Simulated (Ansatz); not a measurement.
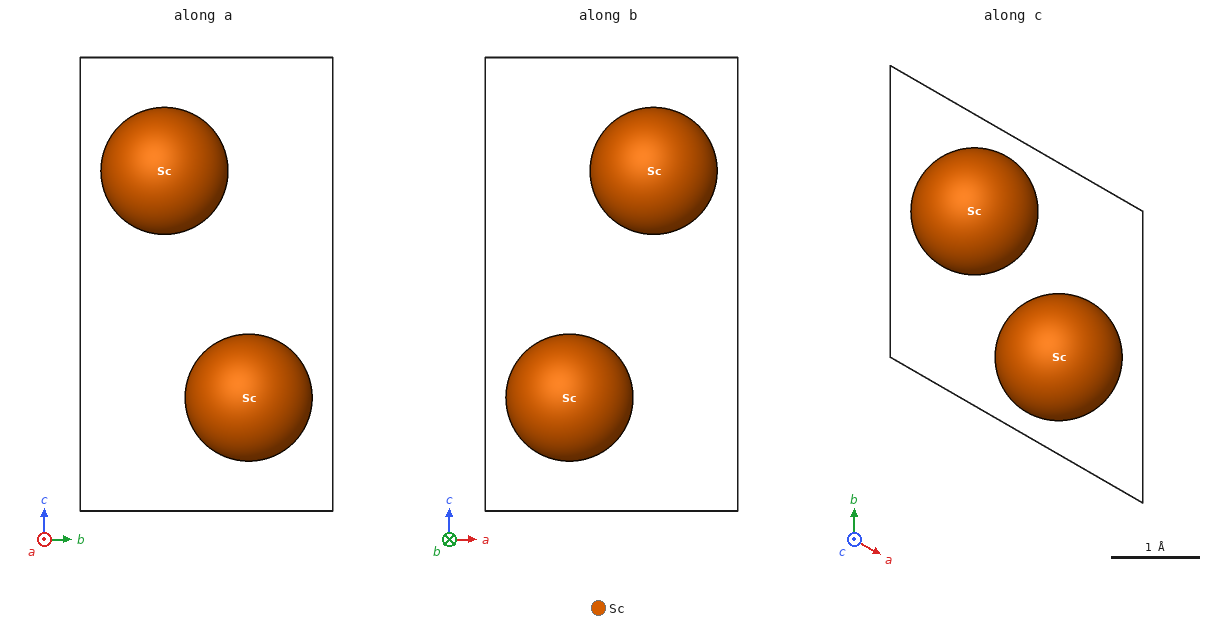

The crystal in a spheres-only representation, seen along the a axis, along the b axis and along the c axis. Thin lines show the conventional unit cell, with boundary atoms drawn in all their periodic places.

Lattice parameters: a = 3.3193 Å, b = 3.3193 Å, c = 5.1623 Å, α = 90.000°, β = 90.000°, γ = 120.000°.

Put the structure into a CIF in P1 with every atom of the cell.

```cif
data_structure
_symmetry_space_group_name_H-M 'P 1'
_symmetry_Int_Tables_number 1
_cell_length_a 3.3193
_cell_length_b 3.3193
_cell_length_c 5.1623
_cell_angle_alpha 90.000
_cell_angle_beta 90.000
_cell_angle_gamma 120.000
_cell_volume 49.26
loop_
_atom_site_label
_atom_site_type_symbol
_atom_site_fract_x
_atom_site_fract_y
_atom_site_fract_z
_atom_site_occupancy
Sc1 Sc 0.3333 0.6667 0.2500 1
Sc2 Sc 0.6667 0.3333 0.7500 1
```

Source of the structure: a structure type filled with this element by a generator (whether the element takes this form wasn't checked). A relaxation with DFT PBE, scalar-relativistic, plane waves, PAW in Ansatz gave the geometry drawn.
